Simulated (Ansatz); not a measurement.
## C: a changed input and its effect

System: C (2 atoms in the cell).
Method of the first run: DFT PBEsol, scalar-relativistic, plane waves, PAW, no spin polarisation (Ansatz 0.2.0).

The structure derives from an entry of the Crystallography Open Database. Text and figures count atoms from 1; the logs count them from 0 in places.

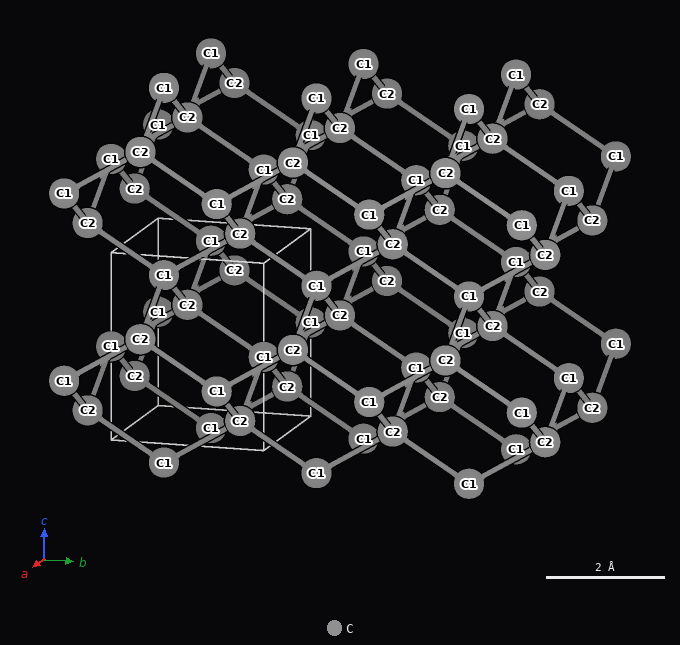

Fig. 1: The structure (ball-and-stick view of the cell 2 times as large as that of the calculation, set on its symmetry axes, repeated 2 × 3 × 2, seen slightly off an axis; atoms are numbered from 1 in the order of the input).

### The input, the first run
```yaml
crystal:
  lattice:
    - [0.0, 1.919056983, 1.6347522448]
    - [1.919056983, 0.0, 1.6347522448]
    - [1.919056983, 1.919056983, 0.0]
  atoms:
    - { symbol: C, position: [0.5, 0.5, 0.5] }
    - { symbol: C, position: [0.75, 0.75, 0.75] }
basis:
  ecutwfc: 420
kpoints:
  mp_grid: { grid: [12, 12, 12] }
hamiltonian:
  xc: pbesol
scf:
  occupations: { method: gaussian, width: 0.05 }
output:
  forces: true
  stress: true
  eigenvalues: true
```

Hardware: 1 thread of an Arm (aarch64) CPU, shared host.

### Output, shortened to warnings, some set-up lines, iterations and results (the first run)
```
Basis set: ecut = 420 eV, 233 PW (Γ), exchange–correlation on 36×36×40 points (8 copies of the dense FFT grid, shifted against one another)
Symmetry: 16 space group operations
k-points: 163 of 1728
Initial density: superposition of atomic densities (neutral atoms: chi_scale 0, normalization atom), corrected by the library's trained network
[...]
SCF iter   1: F=—  HF=-492.768023 eV  |F-HF|=—  |Δ(HF+E_count)|=         —  Δρ=4.57e-3  dr2=1.68e-3  ethr=1.77e-3  ⟨swp⟩=4.6  Hψ=8319  notcnv=0
SCF iter   2: F=—  HF=-492.767677 eV  |F-HF|=—  |Δ(HF+E_count)|=   3.46e-4  Δρ=2.02e-3  dr2=2.89e-4  ethr=2.10e-5  ⟨swp⟩=1.1  Hψ=2645  notcnv=0
SCF iter   3: F=—  HF=-492.767650 eV  |F-HF|=—  |Δ(HF+E_count)|=   2.69e-5  Δρ=1.89e-4  dr2=1.69e-6  ethr=3.61e-6  ⟨swp⟩=2.0  Hψ=1956  notcnv=0
SCF iter   4: F=—  HF=-492.767651 eV  |F-HF|=—  |Δ(HF+E_count)|=   1.21e-6  Δρ=1.83e-5  dr2=1.93e-8  ethr=2.12e-8  ⟨swp⟩=2.0  Hψ=1943  notcnv=0
SCF iter   5: F=-492.767651 eV  HF=-492.767651 eV  |F-HF|=2.96e-12  |Δ(HF+E_count)|=   4.51e-9  Δρ=2.11e-6  dr2=1.67e-10  ethr=2.42e-10  ⟨swp⟩=2.4  Hψ=1998  notcnv=0
SCF iter   6: F=-492.767651 eV  HF=-492.767651 eV  |F-HF|=0.00e0  |Δ(HF+E_count)|=  2.38e-11  Δρ=3.70e-8  dr2=6.23e-14  ethr=2.09e-12  ⟨swp⟩=1.0  Hψ=3880  notcnv=0
SCF 1 converged in 6 iterations: F = -492.767651 eV  dr2 = 6.23e-14
SCF converged after 6 iterations
Free energy (F): -492.767651 eV
Harris-Foulkes:  -492.767651 eV  (|F-HF|=0.00e0)
Internal energy: -492.767651 eV  (E = F + TS)
E sigma→0 (E₀):  -492.767651 eV
Entropy (-TS):   -0.000000 eV (-0.000 meV/atom)
Fermi energy:    13.699972 eV
--- Per-component energies (eV) ---
  E_band       = 29.613099
  E_kinetic    = 179.523678
  E_local      = -122.973616  (includes V_loc(G=0)·N_el)
  E_nonlocal   = 52.638922
  E_hartree    = 26.127004
  E_xc         = -95.473421
  E_vxc        = -118.814362  (∫ρ·V_xc dr)
  E_paw        = -190.224544  (= ΣΔE_a)
  E_vpaw       = -13.015552  (= ΣTr[D̂ρ^β])
  E_aug_tail   = 0.000019  (compensation charges beyond the density's cutoff)
  E_ewald      = -342.427894
  E_core_change = 0.042201  (= ΣΔE_core)
  E_smearing   = -0.000000  (= −TS)
  E_closure    = 0.000000  (closes the sum)
  Σ components = -492.767651   (vs F -492.767651, Δ=0.00e0)
--- Forces (eV/Å), atoms counted from 1 ---
  atom   1  C     -0.00000000    -0.00000000     0.00000000
  atom   2  C      0.00000000    -0.00000000    -0.00000000
  max |Σ_I F_I| component: 6.25e-17 eV/Å
--- Stress (GPa, compression-positive) ---
      -65.540673       0.000000      -0.000000
        0.000000     -65.540673      -0.000000
       -0.000000      -0.000000      49.392924
  P = ⅓ Tr σ = -27.2295 GPa (-272.295 kbar)
```

The input of the second run differs as follows (lines with − go, lines with + come):
```diff
-    - [0.0, 1.919056983, 1.6347522448]
-    - [1.919056983, 0.0, 1.6347522448]
+    - [0.0, 1.919056983, 1.7058284293]
+    - [1.919056983, 0.0, 1.7058284293]
```

What does this change do to the results?

With the same functional and potentials, the second run lies 52.8 meV per atom lower. The gap on the mesh goes from 0.25 to 1.18 eV. The pressure goes from −27.23 to −40.78 GPa. The volume per atom goes from 6.02 to 6.28 Å³. The number of SCF iterations is the same. The plane waves at Γ go from 233 to 257.

### Output, shortened to warnings, some set-up lines, iterations and results (the second run)
```
Basis set: ecut = 420 eV, 257 PW (Γ), exchange–correlation on 36×36×40 points (8 copies of the dense FFT grid, shifted against one another)
Symmetry: 16 space group operations
k-points: 163 of 1728
Initial density: superposition of atomic densities (neutral atoms: chi_scale 0, normalization atom), corrected by the library's trained network
[...]
SCF iter   1: F=—  HF=-492.873643 eV  |F-HF|=—  |Δ(HF+E_count)|=         —  Δρ=3.89e-3  dr2=1.40e-3  ethr=1.77e-3  ⟨swp⟩=4.5  Hψ=8265  notcnv=0
SCF iter   2: F=—  HF=-492.873343 eV  |F-HF|=—  |Δ(HF+E_count)|=   3.00e-4  Δρ=1.70e-3  dr2=2.35e-4  ethr=1.74e-5  ⟨swp⟩=1.2  Hψ=2682  notcnv=0
SCF iter   3: F=—  HF=-492.873329 eV  |F-HF|=—  |Δ(HF+E_count)|=   1.42e-5  Δρ=1.72e-4  dr2=1.62e-6  ethr=2.94e-6  ⟨swp⟩=2.0  Hψ=1956  notcnv=0
SCF iter   4: F=—  HF=-492.873330 eV  |F-HF|=—  |Δ(HF+E_count)|=   1.54e-6  Δρ=1.73e-5  dr2=1.93e-8  ethr=2.02e-8  ⟨swp⟩=2.0  Hψ=1956  notcnv=0
SCF iter   5: F=-492.873330 eV  HF=-492.873330 eV  |F-HF|=3.31e-11  |Δ(HF+E_count)|=   4.66e-9  Δρ=2.21e-6  dr2=2.33e-10  ethr=2.41e-10  ⟨swp⟩=2.5  Hψ=2006  notcnv=0
SCF iter   6: F=-492.873330 eV  HF=-492.873330 eV  |F-HF|=1.71e-13  |Δ(HF+E_count)|=  5.63e-12  Δρ=3.58e-8  dr2=8.18e-14  ethr=2.91e-12  ⟨swp⟩=1.0  Hψ=3908  notcnv=0
SCF 1 converged in 6 iterations: F = -492.873330 eV  dr2 = 8.18e-14
SCF converged after 6 iterations
Free energy (F): -492.873330 eV
Harris-Foulkes:  -492.873330 eV  (|F-HF|=1.71e-13)
Internal energy: -492.873330 eV  (E = F + TS)
E sigma→0 (E₀):  -492.873330 eV
Fermi energy:    13.094996 eV
--- Per-component energies (eV) ---
  E_band       = 25.416179
  E_kinetic    = 176.945196
  E_local      = -127.453004  (includes V_loc(G=0)·N_el)
  E_nonlocal   = 52.228573
  E_hartree    = 27.196812
  E_xc         = -94.802762
  E_vxc        = -117.938610  (∫ρ·V_xc dr)
  E_paw        = -190.017212  (= ΣΔE_a)
  E_vpaw       = -12.759615  (= ΣTr[D̂ρ^β])
  E_aug_tail   = 0.000016  (compensation charges beyond the density's cutoff)
  E_ewald      = -337.013151
  E_core_change = 0.042201  (= ΣΔE_core)
  E_smearing   = -0.000000  (= −TS)
  E_closure    = 0.000000  (closes the sum)
  Σ components = -492.873330   (vs F -492.873330, Δ=0.00e0)
--- Forces (eV/Å), atoms counted from 1 ---
  atom   1  C      0.00000000     0.00000000     0.00000000
  atom   2  C      0.00000000     0.00000000     0.00000000
  max |Σ_I F_I| component: 6.07e-18 eV/Å
--- Stress (GPa, compression-positive) ---
      -69.064031       0.000000       0.000000
        0.000000     -69.064031       0.000000
        0.000000       0.000000      15.801350
  P = ⅓ Tr σ = -40.7756 GPa (-407.756 kbar)
```

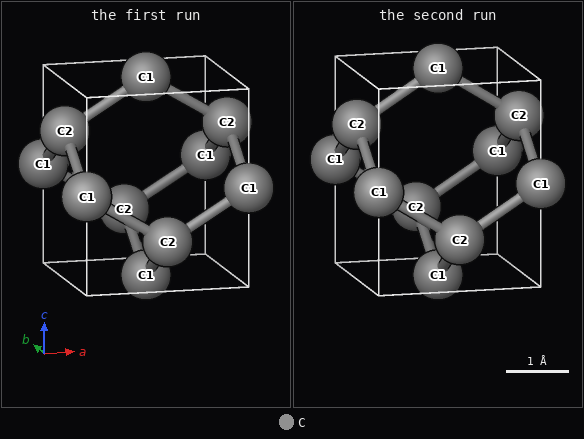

Fig. 2: The two input geometries at one scale (ball-and-stick view of the cell 2 times as large as that of the calculation, set on its symmetry axes, seen slightly off an axis). The atoms keep their places relative to the cell (all moves are under 0.005 Å). The drawn cell changes as follows: a = b stay at 2.714 Å, c 3.270 → 3.412 Å (+4.3 %); the volume changes by +4.3 %. Among the contacts that change: C1–C2 1.584 → 1.603 Å.

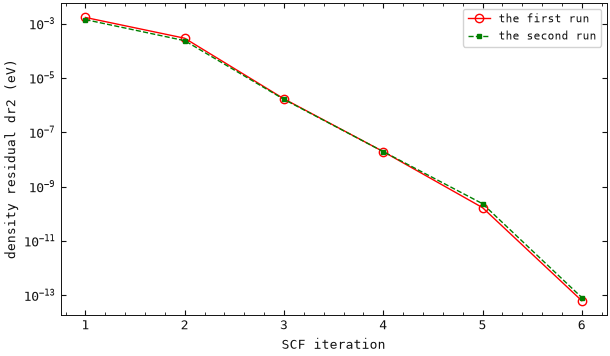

Fig. 3: Convergence of the two runs: density residual dr2 against the SCF iteration. The first run takes 6 iterations in all, and the second run takes 6.

### The two runs side by side

| quantity | the first run | the second run |
| --- | --- | --- |
| outcome | converged | converged |
| free energy per atom (eV) | −246.3838 | −246.4367 |
| gap on the mesh (eV) | 0.25 | 1.18 |
| pressure (GPa) | −27.23 | −40.78 |
| volume per atom (Å³) | 6.02 | 6.28 |
| largest force (eV/Å) | 0.000 | 0.000 |
| SCF iterations | 6 | 6 |
| irreducible k-points | 163 | 163 |
| plane waves at Γ | 233 | 257 |
| wall time (shared host) | 1.6 s | 2.5 s |
